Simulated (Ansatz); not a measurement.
**Ca: 6 runs along one coordinate**

System: Ca (Im-3m, 1 atom in the cell).
Method: DFT, revPBE, plane waves (420 eV) with PAW, scalar-relativistic, no spin polarisation (Ansatz 0.2.0).

The 6 runs differ only in the geometry, by an even scaling of the cell at fixed fractional positions.

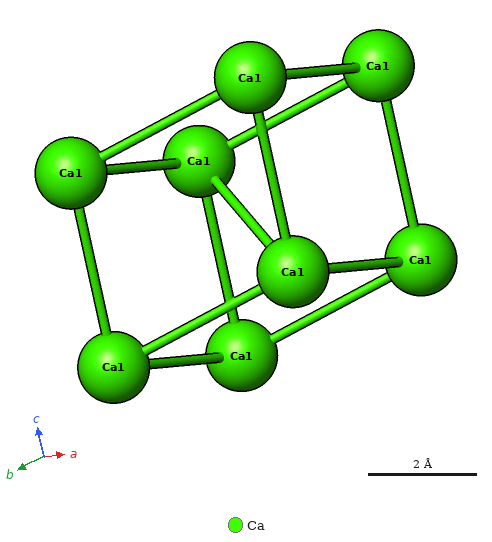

Figure 1. The structure of run 4 (ball-and-stick view of the cell of the calculation, seen at an oblique angle; atoms are numbered from 1 in the order of the input).

## Input of run 4
```yaml
crystal:
  lattice:
    - [-2.252555175, 2.252555175, 2.252555175]
    - [2.252555175, -2.252555175, 2.252555175]
    - [2.252555175, 2.252555175, -2.252555175]
  atoms:
    - { symbol: Ca, position: [0.0, 0.0, 0.0] }
hamiltonian:
  xc: revpbe
  pseudopotentials:
    kind: paw
    azcp:
      Ca: "pseudopotentials/Ca.paw.azcp"
basis:
  ecutwfc: 420
  fft_grid_basis: typed
kpoints:
  mp_grid: { grid: [11, 11, 11], shift: [0, 0, 0] }
magnetization:
  spin_polarized: false
scf:
  occupations: { method: fermi_dirac, width: 0.1 }
  lower_state_search: "off"
output:
  stress: true
```

Lattice vectors (Å) and fractional positions of run 4:
```
  -2.252555    2.252555    2.252555
   2.252555   -2.252555    2.252555
   2.252555    2.252555   -2.252555
Ca  0.000000  0.000000  0.000000
```

Run 2 differs from it as follows:
```diff
-    - [-2.252555175, 2.252555175, 2.252555175]
-    - [2.252555175, -2.252555175, 2.252555175]
-    - [2.252555175, 2.252555175, -2.252555175]
+    - [-2.1932496504, 2.1932496504, 2.1932496504]
+    - [2.1932496504, -2.1932496504, 2.1932496504]
+    - [2.1932496504, 2.1932496504, -2.1932496504]
```

## Results, with one run withheld

| run | volume per atom (Å³) | free energy per atom, from the lowest run given (meV) | pressure (GPa) |
| --- | --- | --- | --- |
| 1 | 40.443 | 15.96 | 1.53 |
| 2 | 42.201 | ? | ? |
| 3 | 43.960 | 0.00 | 0.00 |
| 4 | 45.718 | 3.35 | −0.60 |
| 5 | 47.476 | 12.74 | −1.10 |
| 6 | 49.235 | 27.22 | −1.53 |

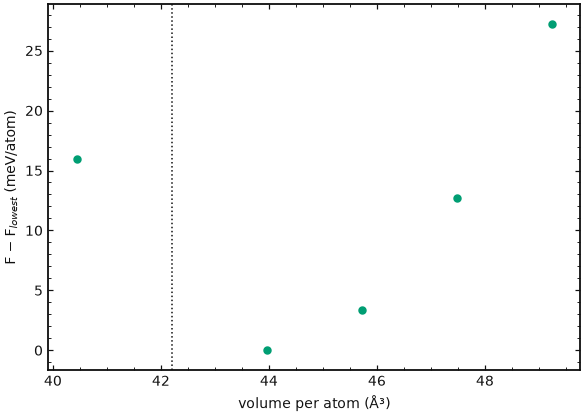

Figure 2. Free energy per atom of the runs given; the dotted line marks run 2.

Fit the runs given and predict run 2.

A cubic polynomial in V^(−2/3) (the Birch–Murnaghan form), fitted to the 5 runs given, misses them by at most 0.01 meV per atom. With x = V^(−2/3) − 0.07882 Å⁻², it reads F = 1.6684 − 2292.9 x + 7.9236e+05 x² − 3.8887e+06 x³ (meV per atom). At run 2 it gives 3.77 meV per atom, and the run itself gives 3.78. The slope of the fit gives a pressure −dF/dV of 0.71 GPa there, and the run prints 0.71 GPa. The fit has its minimum at 43.961 Å³ per atom, where V d²F/dV² gives 16.2 GPa: the bulk modulus at this level, since symmetry fixes the shape and the positions.

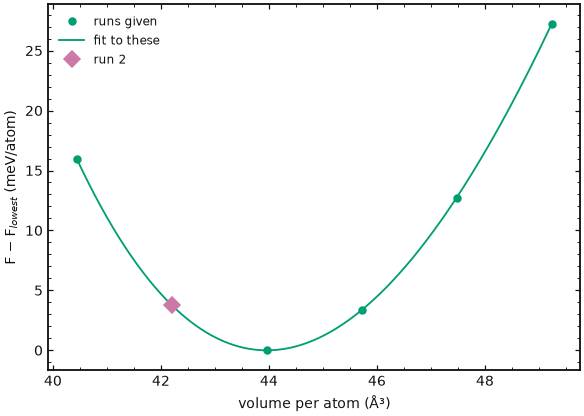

Figure 3. The fit and the withheld run.

## Output, shortened to warnings, some set-up lines, iterations and results (run 2)
```
Basis set: ecut = 420 eV, 791 PW (Γ)
Symmetry: 48 space group operations
k-points: 56 of 1331
Initial density: superposition of atomic densities (neutral atoms: chi_scale 0, normalization atom), corrected by the library's trained network
[...]
SCF iter   1: F=—  HF=-1819.984459 eV  |F-HF|=—  |Δ(HF+E_count)|=         —  Δρ=1.44e-3  dr2=6.85e-4  ethr=1.77e-3  ⟨swp⟩=6.0  Hψ=4169  notcnv=0
SCF iter   2: F=—  HF=-1819.984873 eV  |F-HF|=—  |Δ(HF+E_count)|=   4.13e-4  Δρ=8.95e-4  dr2=3.02e-4  ethr=6.85e-6  ⟨swp⟩=2.3  Hψ=1165  notcnv=0
SCF iter   3: F=—  HF=-1819.985141 eV  |F-HF|=—  |Δ(HF+E_count)|=   2.68e-4  Δρ=1.63e-4  dr2=1.70e-5  ethr=3.02e-6  ⟨swp⟩=2.9  Hψ=741  notcnv=0
SCF iter   4: F=—  HF=-1819.985140 eV  |F-HF|=—  |Δ(HF+E_count)|=   1.24e-6  Δρ=6.09e-5  dr2=1.07e-6  ethr=1.70e-7  ⟨swp⟩=2.0  Hψ=669  notcnv=0
SCF iter   5: F=-1819.985140 eV  HF=-1819.985140 eV  |F-HF|=1.36e-8  |Δ(HF+E_count)|=   7.64e-7  Δρ=6.26e-6  dr2=9.09e-9  ethr=1.07e-8  ⟨swp⟩=2.4  Hψ=675  notcnv=0
SCF iter   6: F=-1819.985140 eV  HF=-1819.985140 eV  |F-HF|=1.13e-10  |Δ(HF+E_count)|=   1.57e-8  Δρ=6.05e-7  dr2=7.26e-11  ethr=9.09e-11  ⟨swp⟩=1.9  Hψ=1578  notcnv=0
SCF 1 converged in 6 iterations: F = -1819.985140 eV  dr2 = 7.26e-11
SCF converged after 6 iterations
Free energy (F): -1819.985140 eV
Harris-Foulkes:  -1819.985140 eV  (|F-HF|=1.13e-10)
Internal energy: -1819.936671 eV  (E = F + TS)
E sigma→0 (E₀):  -1819.960906 eV
Entropy (-TS):   -0.048469 eV (-48.469 meV/atom)
Fermi energy:    5.054878 eV
--- Per-component energies (eV) ---
  E_band       = -174.777769
  E_kinetic    = 275.793495
  E_local      = -848.035980  (includes V_loc(G=0)·N_el)
  E_nonlocal   = 62.846100
  E_hartree    = 284.107551
  E_xc         = -136.398419
  E_vxc        = -169.561143  (∫ρ·V_xc dr)
  E_paw        = -860.882929  (= ΣΔE_a)
  E_vpaw       = -64.035165  (= ΣTr[D̂ρ^β])
  E_aug_tail   = -0.000006  (compensation charges beyond the density's cutoff)
  E_ewald      = -597.329076
  E_core_change = -0.037408  (= ΣΔE_core)
  E_smearing   = -0.048469  (= −TS)
  E_closure    = -0.000000  (closes the sum)
  Σ components = -1819.985140   (vs F -1819.985140, Δ=0.00e0)
--- Stress (GPa, compression-positive) ---
        0.706482       0.000000       0.000000
       -0.000000       0.706482       0.000000
       -0.000000      -0.000000       0.706482
  P = ⅓ Tr σ = 0.7065 GPa (7.065 kbar)
```
